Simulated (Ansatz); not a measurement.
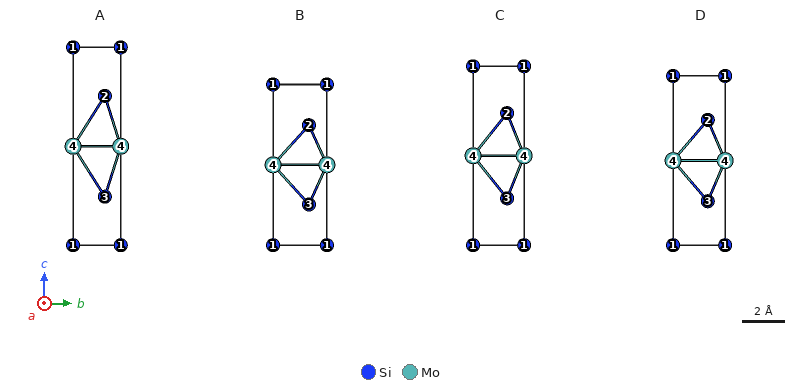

4 geometries from one relaxation of crystalline Si3Mo (a generated structure, set up in P-6m2) (coarse preliminary run), in shuffled order. A ball-and-stick model of the cell of the calculation, seen along the a axis.

All numbers below come from DFT PBE, scalar-relativistic, plane waves, PAW (Ansatz 0.2.0). (plane-wave cutoff 420 eV; k-point mesh 6 × 6 × 2; occupations gaussian; smearing width 0.1 eV; no spin polarisation; cell and atoms relaxed; force threshold 0.04 eV/Å; at most 70 steps)

Question: Put them in the order of the run, from the start to the converged end.

Answer: A, C, D, B. They are steps 0, 2, 3, 8, at +316 meV per atom, +128 meV per atom, +46.9 meV per atom relative to the last. The largest moves relative to the cell, 0.064 Å, are those of Si2 and Si3. Si2 goes along −c. Mo stays in place. The drawn cell changes as follows: a = b 2.645 → 2.987 Å (+12.9 %), c 9.503 → 7.721 Å (−18.8 %); the volume changes by +3.6 %. Near-neighbour distances that change, for instance: Mo4–Mo4 2.645 → 2.987 Å, Si1–Si1 2.645 → 2.987 Å, Si2–Mo4 2.863 → 2.568 Å. Among the angles between lasting bonds that change: Mo4–Si2–Mo4 55.0° → 71.1°. The space group stays P-6m2 (No. 187). After 6 accepted moves (8 points after the start) the energy has fallen by 316 meV per atom. The largest force component goes from 0.7 to 0.022 eV/Å. Pressure: 2.56 GPa at the start and 0.00 GPa at the end. The line search rejected the trial step at point 5 of the run. The SCF was repeated once at an unchanged geometry on a basis and grid sized afresh for the cell, which shifted the energy by 2.5 meV per atom at most.

Limits of the set-up: the k-point mesh is coarse for a cell with partly filled bands.
